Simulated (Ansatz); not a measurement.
# Calculations on K16Cl

Part 1: Relaxation

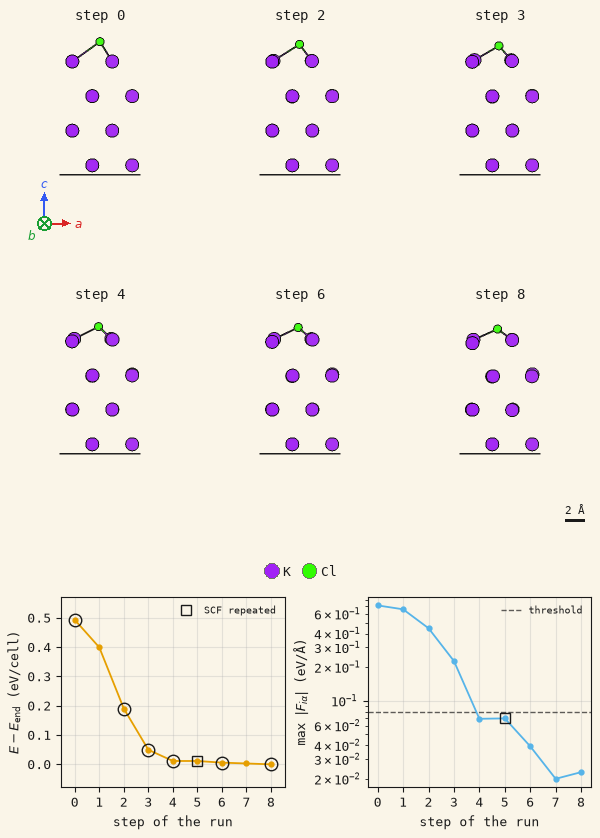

Frames of a constrained relaxation of a slab of composition K₁₆Cl, marked on the history of the run. A ball-and-stick model of the cell of the calculation, outlined in the plane, without the vacuum (origin shifted), seen along the b axis.

It is Cl on K(110), set down by a guess. The run prepares the start of a later molecular dynamics calculation, from a guessed geometry. 4 atoms are held fixed.

Level of theory: Ansatz 0.2.0, DFT PBEsol, scalar-relativistic, plane waves, PAW. Settings: plane-wave cutoff 420 eV; k-point mesh 2 × 2 × 1; occupations fermi dirac; smearing width 0.1 eV; no spin polarisation; atoms relaxed in a fixed cell; force threshold 0.08 eV/Å; at most 25 steps.

Describe the path.

The atom that moves furthest is the Cl atom (0.98 Å at 25° to the normal (−c side)). By element the largest moves are Cl 0.98 Å, K 0.28 Å. The cell stays as it was. Some distances before and after: Cl–K 3.662 → 2.929 Å, Cl–K 3.629 → 2.926 Å, Cl–K 3.127 → 2.939 Å. Bond angles that change, for instance: K–Cl–K 91.7° → 120.0°, K–Cl–K 83.3° → 97.3°, K–Cl–K 83.8° → 97.3°. After 7 accepted moves (8 points after the start) the energy has fallen by 0.493 eV per cell of the calculation. The largest force component goes from 0.71 to 0.023 eV/Å. 1 step only repeated the SCF at the same geometry. From step 0 to 2: the Cl atom moves most (0.30 Å), energy −0.303 eV per cell of the calculation. From step 2 to 3: the Cl atom moves most (0.19 Å), energy −0.141 eV per cell of the calculation. From step 3 to 4: the Cl atom moves most (0.20 Å), energy −38.2 meV per cell of the calculation. From step 4 to 6: the Cl atom moves most (0.11 Å), energy −5.6 meV per cell of the calculation. From step 6 to 8: the Cl atom moves most (0.20 Å), energy −5.9 meV per cell of the calculation.

Limits of the set-up: the cell has an odd number of electrons but was run without spin polarisation; the program's low-accuracy preset was used.

Part 2: Dynamics

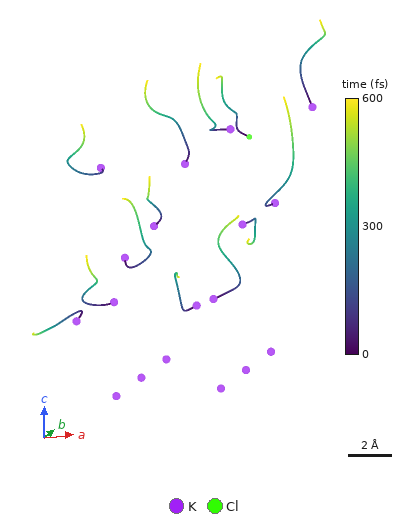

First-principles dynamics of Cl on K(110) (17 atoms in the cell), 600 fs long. It starts from the last geometry of an earlier run, with fresh velocities. Lines trace each atom's path, coloured by time; spheres stand at the starting positions. Fixed atoms have no trace. Seen slightly off an axis in the simulation cell, with the vacuum cut short.

These are results of DFT PBEsol, scalar-relativistic, plane waves, PAW in Ansatz, not measurements. Settings: plane-wave cutoff 420 eV; k-point mesh 2 × 2 × 1; Fermi-Dirac smearing 0.1 eV; low-accuracy preset; 4 atoms held fixed; Nosé-Hoover thermostat (NVT); set temperature 1400 K; time step 3 fs; thermostat time 5.0 fs.

> Describe the motion.

Root-mean-square distances from the starting positions over the second half, with the common drift of all atoms taken out: K 2.98 Å, Cl 2.87 Å. That is a large part of the typical shortest distance between atoms in the first frame, about 3.8 Å and still growing: the atoms leave their places as in a liquid. Over the second half the temperature averages 1400 K (spread ±17 K). The potential energy is still drifting at the end, so the run hasn't reached equilibrium. The potential energy in the second half lies on average 64.9 meV per atom above the first frame. The conserved quantity stays between −0.0022 and 0.058 meV per atom of its start. A straight-line fit has a slope that amounts to +0.023 meV per atom over 600 fs (under 0.1 % of the mean kinetic energy), its mean offset in the second half is under 0.1 %, and the ripple about the line is 0.8 % of the kinetic energy's fluctuation. With a drift under 2 % and a ripple under 7 %, the integration is accurate. The thermostat's time constant is so short that it disturbs the motion.

Limits of the set-up: the cell has an odd number of electrons but was run without spin polarisation; the program's low-accuracy preset was used.

Part 3: Energy conservation

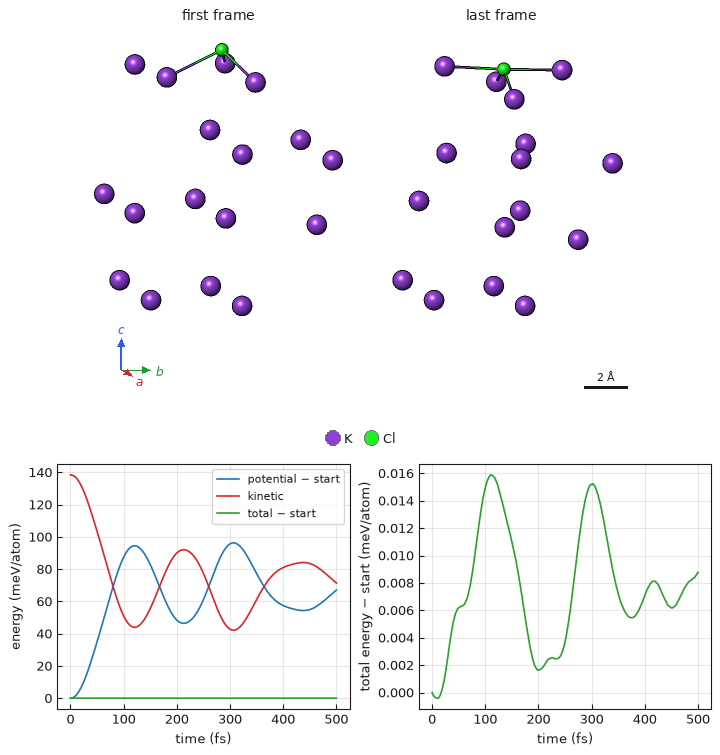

A Born-Oppenheimer molecular dynamics run of Cl on K(110) (17 atoms in the cell), 500 fs long. The picture is a ball-and-stick view of the simulation cell, with the vacuum cut short, seen slightly off an axis. Bonds to atoms that aren't drawn are left out.

The calculation used Ansatz 0.2.0, DFT PBEsol, scalar-relativistic, plane waves, PAW. Run with plane-wave cutoff 420 eV; k-point mesh 2 × 2 × 1; Fermi-Dirac smearing 0.1 eV; low-accuracy preset; 4 atoms held fixed; constant energy (NVE); velocities drawn for 1400 K; time step 2 fs.

> Is this trajectory numerically sound?

The total energy stays between −0.00041 and 0.016 meV per atom of its start. A straight-line fit has a slope that amounts to +0.0013 meV per atom over 500 fs (under 0.1 % of the mean kinetic energy), its mean offset in the second half is under 0.1 %, and the ripple about the line is under 0.1 % of the kinetic energy's fluctuation. With a drift under 2 % and a ripple under 7 %, the integration is accurate. Over the second half the temperature averages 689 K (spread ±146 K). The first frame carries almost no forces, so kinetic energy first flows into potential energy: the temperature drops from 1400 to 444 K within 120 fs, and without a thermostat its mean stays below the start. The potential energy is still drifting at the end, so the run hasn't reached equilibrium. The potential energy in the second half lies on average 70.2 meV per atom above the first frame.

Limits of the set-up: the cell has an odd number of electrons but was run without spin polarisation; the program's low-accuracy preset was used.

Cost: 18 min on 4 threads of AMD EPYC 7B13 (Zen 3), on a shared host, peak memory 3.5 GiB.
